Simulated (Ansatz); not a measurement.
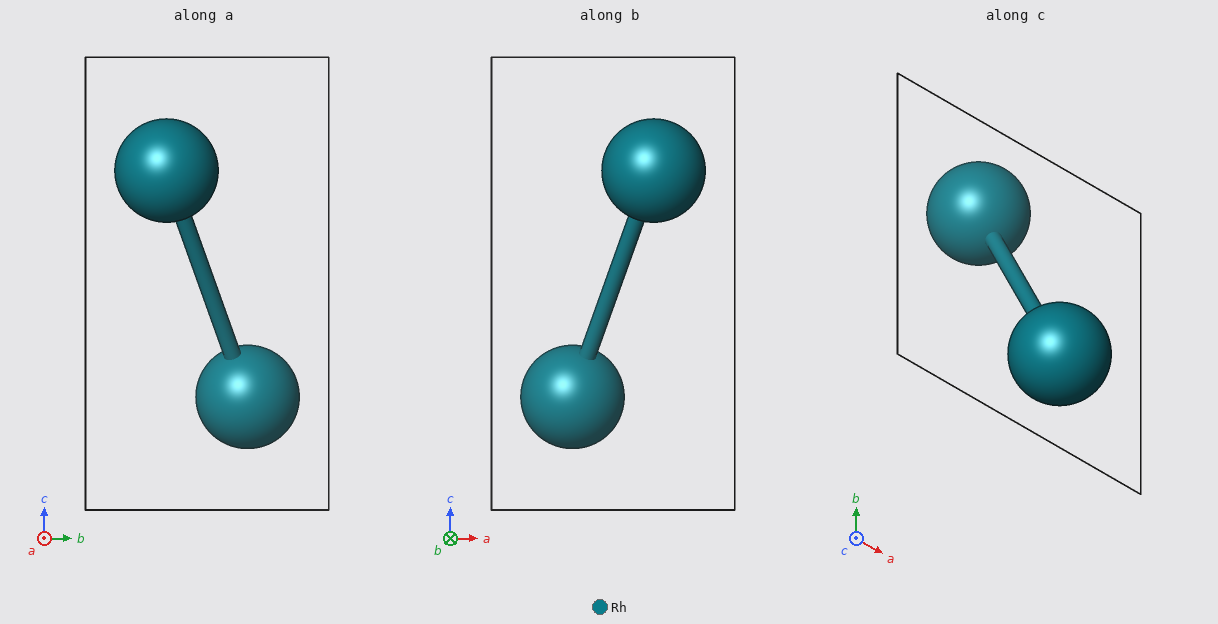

Ball-and-stick representation of a periodic structure, projected along the a axis, along the b axis and along the c axis. The conventional unit cell is drawn as a box.

Lattice parameters: a = 2.6868 Å, b = 2.6868 Å, c = 4.3304 Å, α = 90.000°, β = 90.000°, γ = 120.000°.

> From the views, write a CIF with its space group and independent sites.

```cif
data_structure
_symmetry_space_group_name_H-M 'P 63/m m c'
_symmetry_Int_Tables_number 194
_cell_length_a 2.6868
_cell_length_b 2.6868
_cell_length_c 4.3304
_cell_angle_alpha 90.000
_cell_angle_beta 90.000
_cell_angle_gamma 120.000
_cell_volume 27.07
loop_
_atom_site_label
_atom_site_type_symbol
_atom_site_symmetry_multiplicity
_atom_site_Wyckoff_symbol
_atom_site_fract_x
_atom_site_fract_y
_atom_site_fract_z
_atom_site_occupancy
Rh1 Rh 2 c 0.6667 0.3333 0.7500 1
```

The cell started as a structure type filled with this element by a generator (whether the element takes this form wasn't checked). Earlier steps of the study may have refined or changed the cell and positions. A calculation with Ansatz used it as input.

At this level of theory the cell isn't at rest (compressed, at 12 GPa), so its distances can differ from those at equilibrium, the more so the softer the solid.
